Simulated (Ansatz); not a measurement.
# SnO2: band-structure calculation

System: SnO2 (Fm-3m, 3 atoms in the cell).
Method: DFT, PBE, PAW with Ansatz's default frozen-core files, scalar-relativistic, no spin polarisation (Ansatz 0.2.0).

Its volume is 0.62 times that of the source entry. It belongs to a series of runs on one base structure; here: volume scaled by 0.62, PAW files. Figures and captions count atoms from 1; the log counts them from 0 in places.

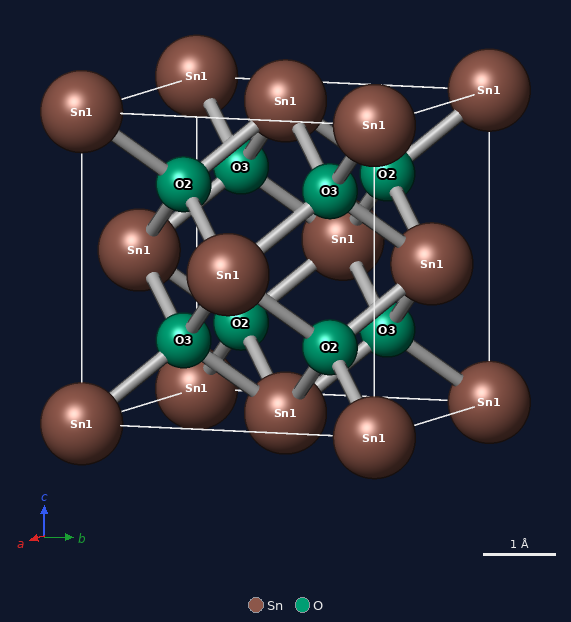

The structure (ball-and-stick view of the cell 4 times as large as that of the calculation, set on its symmetry axes, seen slightly off an axis; atoms are numbered from 1 in the order of the input). Near neighbours in the crystal (not all of them lie inside the picture): Sn has 8 O at 1.90 Å; O has 4 Sn at 1.90 Å.

## Key numbers

- outcome: converged
- space group (tolerance 0.01 Å): Fm-3m (225)
- electrons treated: 26
- free energy: −7151.1475 eV
- Fermi energy: 24.180 eV
- gap on the k-point mesh: 4.96 eV
- pressure: 273.07 GPa
- largest force (length of the vector): under 0.001 eV/Å
- hardware: 1 thread of Intel Xeon @ 2.50GHz (Skylake/Cascade Lake), 32 GiB of memory available, shared host
- wall time: 3.5 s
- peak memory: 0.37 GiB

## Notes

The cell is under a pressure of 273 GPa at this level, so it is not at its equilibrium volume.

## Input file
```yaml
crystal:
  lattice:
    - [0.0, 2.1928028906, 2.1928028906]
    - [2.1928028906, 0.0, 2.1928028906]
    - [2.1928028906, 2.1928028906, 0.0]
  atoms:
    - { symbol: Sn, position: [0.0, 0.0, 0.0] }
    - { symbol: O, position: [0.25, 0.25, 0.25] }
    - { symbol: O, position: [0.75, 0.75, 0.75] }
kpoints:
  mp_grid: { grid: [12, 12, 12] }
  band_path:
    path:
      - [0.0, 0.0, 0.0]
      - [0.5, 0.0, 0.5]
      - [0.625, 0.25, 0.625]
      - [0.375, 0.375, 0.75]
      - [0.0, 0.0, 0.0]
      - [0.5, 0.5, 0.5]
      - [0.5, 0.25, 0.75]
      - [0.5, 0.0, 0.5]
    npoints: 8
scf:
  occupations: { method: fermi_dirac, width: 0.08 }
hamiltonian:
  xc: pbe
  pseudopotentials: { kind: paw }
output:
  forces: true
  stress: true
  eigenvalues: true
  populations: true
  dos: { projected: true, de: 0.2, e_range: [-14, 8] }
  write_density: true
  write_potential: true
  elf: true
  volumetric_format: npy
```

Command:
```bash
ansatz run input.yaml --threads 1 --pin off --max-ram 3072MiB --backend cpu --events-out ev --progress --plain --runs-dir out
```

## The program's output
```
Engine: ansatz 0.2.0, x86_64-unknown-linux-gnu
Pseudopotentials: kind: paw
Pseudopotential: Sn, paw, valence charge 14, recommended cutoff 420 eV (normal), Sn.paw.azcp
Pseudopotential: O, paw, valence charge 6, recommended cutoff 420 eV (normal), O.paw.azcp
Functional definition: PBE
  parameter kappa = 0.804
  parameter beta = 0.06672455060314922
  exchange = pbe_x(kappa = kappa, mu = beta*pi^2/3)
  correlation = pbe_c(beta = beta)
Crystal: 3 atoms, lattice volume = 21.088 Å³
Basis set: ecut = 420 eV, 411 PW (Γ), exchange–correlation on 48×48×48 points (8 copies of the dense FFT grid, shifted against one another)
Bands: 17, of which v1, the nominal top of the filled ones, is band 13 counted from 1 (12 counted from 0)
Symmetry: 48 space group operations
Space group: Fm-3m (ITA 225), of the structure as read, at distance tolerance 2.8e-5 Å
k-points: 72 of 1728
Non-local potential: Sn, projectors of the file, l = 0: 2, l = 1: 2, l = 2: 2, l = 3: 2
Non-local potential: O, projectors of the file, l = 0: 2, l = 1: 2, l = 2: 1
PAW form: soft (Blöchl's): semilocal exchange-correlation on the pseudo side does not see the compensation charge
PAW one-centre angular grid: Sn, 590 points (default); XC on 64 Gauss nodes
PAW one-centre angular grid: O, 110 points (default); XC on 64 Gauss nodes
Initial density: superposition of atomic densities (neutral atoms: chi_scale 0, normalization atom), corrected by the library's trained network
Initial wavefunctions: pseudopotential atomic-orbital guess
Functional: x = pbe(κ = 0.804, μ = 0.2195149727645171), c = pbe(β = 0.06672455060314922)
SCF iter   1: F=—  HF=-7151.152926 eV  |F-HF|=—  |Δ(HF+E_count)|=         —  Δρ=8.11e-3  dr2=1.30e-2  ethr=1.77e-3  ⟨swp⟩=5.8  Hψ=6116  notcnv=0
preconditioner: auto → none  [insulator: Δε(μ)=4.969 eV  Ē_g=24.687 eV  σ=0.080 eV  W_gap=1.00  n_scr=8 (ndim 8)  ℏωp=41.2 eV  f_vac=0.006  D(μ)=0.00/eV (n_scr^D=0)  ε∞_Penn≈3.8]
SCF iter   2: F=—  HF=-7151.147037 eV  |F-HF|=—  |Δ(HF+E_count)|=   5.89e-3  Δρ=3.11e-3  dr2=9.95e-4  ethr=5.00e-5  ⟨swp⟩=2.0  Hψ=2891  notcnv=0
SCF iter   3: F=—  HF=-7151.147645 eV  |F-HF|=—  |Δ(HF+E_count)|=   6.08e-4  Δρ=1.09e-3  dr2=8.95e-5  ethr=3.83e-6  ⟨swp⟩=2.3  Hψ=2017  notcnv=0
SCF iter   4: F=—  HF=-7151.147477 eV  |F-HF|=—  |Δ(HF+E_count)|=   1.68e-4  Δρ=6.41e-5  dr2=4.04e-7  ethr=3.44e-7  ⟨swp⟩=2.5  Hψ=2019  notcnv=0
iter 5 did not close the SCF: its close was put off for the readings that it lacked (scf_convergence_deferred on its scf_iter line)
SCF iter   5: F=-7151.147478 eV  HF=-7151.147478 eV  |F-HF|=3.43e-8  |Δ(HF+E_count)|=   4.33e-7  Δρ=1.35e-5  dr2=2.49e-8  ethr=1.56e-9  ⟨swp⟩=2.6  Hψ=2357  notcnv=0
SCF iter   6: F=-7151.147478 eV  HF=-7151.147478 eV  |F-HF|=9.35e-10  |Δ(HF+E_count)|=   4.01e-8  Δρ=1.77e-6  dr2=3.42e-10  ethr=9.56e-11  ⟨swp⟩=8.1  Hψ=8623  notcnv=0
SCF 1 converged in 6 iterations: F = -7151.147478 eV  dr2 = 3.42e-10
  greatest PAW one-centre occupation: 0.999 electrons in one spin orbital (limit 2), on the Sn atom at site 0 (counted from 0), in its partial waves of l = 2
NSCF: frozen V_eff on 57 k-points
SCF converged after 6 iterations
Free energy (F): -7151.147478 eV
Harris-Foulkes:  -7151.147478 eV  (|F-HF|=9.35e-10)
Internal energy: -7151.147478 eV  (E = F + TS)
E sigma→0 (E₀):  -7151.147478 eV
Fermi energy:    24.179895 eV
--- Per-component energies (eV) ---
  E_band       = 212.097676
  E_kinetic    = 587.371596
  E_local      = -728.982935  (includes V_loc(G=0)·N_el)
  E_nonlocal   = 74.786833
  E_hartree    = 516.770869
  E_xc         = -537.646161
  E_vxc        = -296.038036  (∫ρ·V_xc dr)
  E_paw        = -4475.069046  (= ΣΔE_a)
  E_vpaw       = -458.586477  (= ΣTr[D̂ρ^β])
  E_aug_tail   = 0.005269  (compensation charges beyond the density's cutoff)
  E_ewald      = -2588.383902
  E_smearing   = -0.000000  (= −TS)
  E_closure    = -0.000000  (closes the sum)
  Σ components = -7151.147478   (vs F -7151.147478, Δ=0.00e0)
--- Forces (eV/Å), atoms counted from 1 ---
  atom   1  Sn    -0.00000000     0.00000000     0.00000000
  atom   2  O      0.00000000     0.00000000     0.00000000
  atom   3  O      0.00000000    -0.00000000    -0.00000000
  max |Σ_I F_I| component: 5.78e-18 eV/Å
--- Stress (GPa, compression-positive) ---
      273.066095      -0.000000       0.000000
        0.000000     273.066095      -0.000000
        0.000000      -0.000000     273.066095
  P = ⅓ Tr σ = 273.0661 GPa (2730.661 kbar)
--- Band table (eV; the first three rows and the last of 72) ---
  k-point 0: bands = ["-3.4890", "0.1219", "0.1219", "0.1219", "1.1028", "1.1028", "4.6740", "17.5016", "17.5016", "17.5016", "18.9436", "18.9436", "18.9436", "27.0228", "29.9656", "29.9656", "29.9656"]
  k-point 1: bands = ["-3.3668", "-0.0392", "0.1514", "0.1514", "1.0979", "1.0979", "4.8648", "16.9737", "17.3745", "17.3745", "18.8298", "18.9008", "18.9008", "27.4457", "29.9089", "30.2654", "30.2654"]
  k-point 2: bands = ["-3.0316", "-0.3801", "0.2272", "0.2272", "1.0913", "1.0913", "5.2563", "15.8760", "17.0342", "17.0342", "18.3605", "18.7877", "18.7877", "28.5091", "29.8567", "31.1223", "31.1223"]
  k-point 71: bands = ["-1.5328", "-1.5328", "0.7155", "1.0307", "1.1205", "4.0141", "4.0141", "9.8491", "11.8505", "16.8250", "16.8250", "20.4444", "21.6541", "30.3061", "30.6178", "36.2750", "36.2750"]
--- Löwdin populations: 3 sites ---
  site symbol       q [e]
     0     Sn     12.0191
     1      O      6.8970
     2      O      6.8970
  spilling = 0.007191 (of n_electrons = 26.000000)
```

## File dos.tsv
```
# E-E_F[eV]	g_bin_mean(E)[states/eV]	N(E)
# format = ansatz-dos/2
# fermi_ev = 24.179895
# fermi_mp_grid = 12 12 12
# fermi_mp_shift = 0 0 0
# g_bin_mean(E): the states in a bin one row spacing wide, centred on E, divided by that spacing. States that the method places at a single energy (under output.dos.method: tetrahedron, those of a tetrahedron whose four corners have one energy) are counted whole in the row whose bin holds that energy (on the edge of two bins, in the lower row). The sum of g_bin_mean over a run of rows, times the row spacing, is the number of states from half a spacing under the first of them to half a spacing over the last (a plain sum, not the trapezoid rule).
-14.000000	5.431105e-1	1.420424e1
-13.800000	5.152878e-1	1.430868e1
-13.600000	5.047417e-1	1.441126e1
-13.400000	4.648533e-1	1.450833e1
-13.200000	4.444063e-1	1.459867e1
-13.000000	4.374899e-1	1.468674e1
-12.800000	4.279494e-1	1.477346e1
-12.600000	4.086106e-1	1.485756e1
-12.400000	3.896670e-1	1.493696e1
-12.200000	4.797813e-1	1.501770e1
-12.000000	6.904291e-1	1.513707e1
-11.800000	9.052849e-1	1.529515e1
-11.600000	9.896000e-1	1.549115e1
-11.400000	9.926135e-1	1.568710e1
-11.200000	9.984180e-1	1.588731e1
-11.000000	1.002463e0	1.608716e1
-10.800000	1.008075e0	1.628753e1
-10.600000	1.031927e0	1.649164e1
-10.400000	1.054446e0	1.669972e1
-10.200000	1.079915e0	1.691421e1
-10.000000	1.068362e0	1.712961e1
-9.800000	1.041804e0	1.734065e1
-9.600000	1.054830e0	1.754855e1
-9.400000	1.097513e0	1.776382e1
-9.200000	1.143653e0	1.798778e1
-9.000000	1.231507e0	1.822252e1
-8.800000	1.419455e0	1.848426e1
-8.600000	1.689422e0	1.879664e1
-8.400000	1.549973e0	1.913257e1
-8.200000	1.229668e0	1.941762e1
-8.000000	7.145810e-1	1.960606e1
-7.800000	5.378718e-1	1.972643e1
-7.600000	6.041429e-1	1.983552e1
-7.400000	7.101457e-1	1.996697e1
-7.200000	1.027978e0	2.013966e1
-7.000000	9.717147e-1	2.034484e1
-6.800000	9.709254e-1	2.053688e1
-6.600000	8.072179e-1	2.072320e1
-6.400000	6.840381e-1	2.086220e1
-6.200000	8.326414e-1	2.101809e1
-6.000000	7.968874e-1	2.117648e1
-5.800000	1.201855e0	2.135685e1
-5.600000	1.538001e0	2.166091e1
-5.400000	1.461452e0	2.195252e1
-5.200000	1.549825e0	2.225339e1
-5.000000	1.581112e0	2.256560e1
-4.800000	1.646324e0	2.288999e1
-4.600000	1.690162e0	2.322278e1
-4.400000	1.780944e0	2.356850e1
-4.200000	1.839639e0	2.393338e1
-4.000000	1.922437e0	2.430748e1
-3.800000	2.037506e0	2.470834e1
-3.600000	1.547636e0	2.507480e1
-3.400000	1.216777e0	2.534369e1
-3.200000	1.151382e0	2.558451e1
-3.000000	9.032769e-1	2.579639e1
-2.800000	5.260205e-1	2.593304e1
-2.600000	1.103821e-1	2.599805e1
-2.400000	0.000000e0	2.600000e1
-2.200000	0.000000e0	2.600000e1
-2.000000	0.000000e0	2.600000e1
-1.800000	0.000000e0	2.600000e1
-1.600000	0.000000e0	2.600000e1
-1.400000	0.000000e0	2.600000e1
-1.200000	0.000000e0	2.600000e1
-1.000000	0.000000e0	2.600000e1
-0.800000	0.000000e0	2.600000e1
-0.600000	0.000000e0	2.600000e1
-0.400000	0.000000e0	2.600000e1
-0.200000	0.000000e0	2.600000e1
0.000000	0.000000e0	2.600000e1
0.200000	0.000000e0	2.600000e1
0.400000	0.000000e0	2.600000e1
0.600000	0.000000e0	2.600000e1
0.800000	0.000000e0	2.600000e1
1.000000	0.000000e0	2.600000e1
1.200000	0.000000e0	2.600000e1
1.400000	0.000000e0	2.600000e1
1.600000	0.000000e0	2.600000e1
1.800000	0.000000e0	2.600000e1
2.000000	0.000000e0	2.600000e1
2.200000	0.000000e0	2.600000e1
2.400000	9.860879e-4	2.600000e1
2.600000	5.701705e-2	2.600333e1
2.800000	1.486138e-1	2.602498e1
3.000000	1.822467e-1	2.605874e1
3.200000	2.335412e-1	2.609958e1
3.400000	2.811459e-1	2.615151e1
3.600000	3.211595e-1	2.621200e1
3.800000	3.560195e-1	2.627960e1
4.000000	4.003261e-1	2.635485e1
4.200000	4.782608e-1	2.644337e1
4.400000	4.840416e-1	2.654015e1
4.600000	4.973188e-1	2.663782e1
4.800000	5.626371e-1	2.674120e1
5.000000	7.064373e-1	2.686889e1
5.200000	8.412903e-1	2.702280e1
5.400000	9.683331e-1	2.720279e1
5.600000	1.031962e0	2.740796e1
5.800000	9.619242e-1	2.760683e1
6.000000	1.054458e0	2.780308e1
6.200000	1.164086e0	2.803217e1
6.400000	1.109164e0	2.825392e1
6.600000	7.030037e-1	2.845275e1
6.800000	8.126239e-1	2.857407e1
7.000000	1.744305e0	2.882857e1
7.200000	1.931191e0	2.921619e1
7.400000	1.174656e0	2.954965e1
7.600000	7.159264e-1	2.971626e1
7.800000	6.002280e-1	2.984735e1
8.000000	5.109082e-1	2.995689e1
```

## File populations.tsv
```
# site	symbol	l	j	q
# orbitals = lowdin
# n_electrons = 26.000000
# spilling = 0.007191
0	Sn	0_5S	-	0.652677
0	Sn	1_5P	-	1.379823
0	Sn	2_4D	-	9.986566
1	O	0_2S	-	1.665012
1	O	1_2P	-	5.231977
2	O	0_2S	-	1.665012
2	O	1_2P	-	5.231977
```

## File v_z.tsv
```
# z_ang	v_es[eV]	v_tot[eV]
# format = ansatz-planar-average/11
# xc	pbe
# density_cutoff_ev	1680
# datasets	Sn=:simpson_from_first_knot:soft	O=:simpson_from_first_knot:soft
# lattice	0.000000000	2.192802891	2.192802891
# lattice	2.192802891	0.000000000	2.192802891
# lattice	2.192802891	2.192802891	0.000000000
# sites	3
# site	50	0.000000000	0.000000000	0.000000000
# site	8	1.096401445	1.096401445	1.096401445
# site	8	3.289204336	3.289204336	3.289204336
0.000000	1.663816e1	-1.179635e0
0.129212	1.582888e1	-1.859482e0
0.258424	1.393484e1	-3.423736e0
0.387636	1.182743e1	-5.001379e0
0.516849	9.963685e0	-6.124736e0
0.646061	8.785269e0	-6.479023e0
0.775273	8.643864e0	-5.723335e0
0.904485	9.617670e0	-3.818989e0
1.033697	1.150966e1	-1.229751e0
1.162909	1.384270e1	1.556705e0
1.292121	1.610232e1	4.247390e0
1.421334	1.791453e1	6.407907e0
1.550546	1.864700e1	7.260359e0
1.679758	1.791453e1	6.407907e0
1.808970	1.610232e1	4.247390e0
1.938182	1.384270e1	1.556705e0
2.067394	1.150966e1	-1.229751e0
2.196607	9.617670e0	-3.818989e0
2.325819	8.643864e0	-5.723335e0
2.455031	8.785269e0	-6.479023e0
2.584243	9.963685e0	-6.124736e0
2.713455	1.182743e1	-5.001379e0
2.842667	1.393484e1	-3.423736e0
2.971879	1.582888e1	-1.859482e0
```

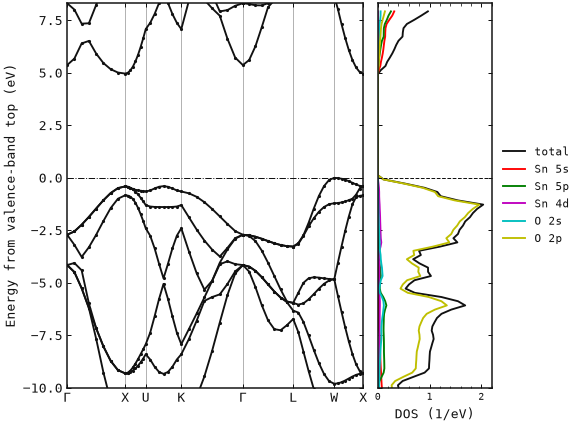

Band structure along Γ–X–U–K–Γ–L–W–X and density of states (projected on Löwdin-orthogonalised atomic shells), with energies from the valence-band top. There is a gap of 4.96 eV on this path, indirect, from W to X.

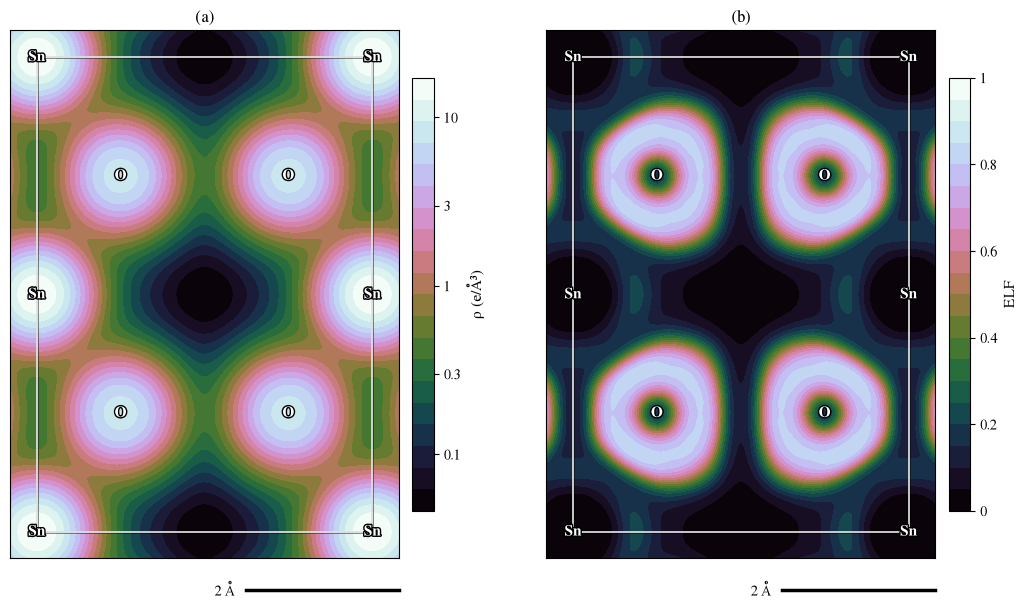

(a) valence charge density (pseudo); (b) electron localisation function on the (011) plane of the conventional cell. The section cuts through Sn and O sites. Sn–O (1.90 Å): ρ is about 0.93 e/Å³ halfway; the ELF is about 0.20 at the midpoint. Away from the nuclei the density in this plane falls to 0.05 e/Å³ at its lowest. The fields are those of the smooth PAW valence density.
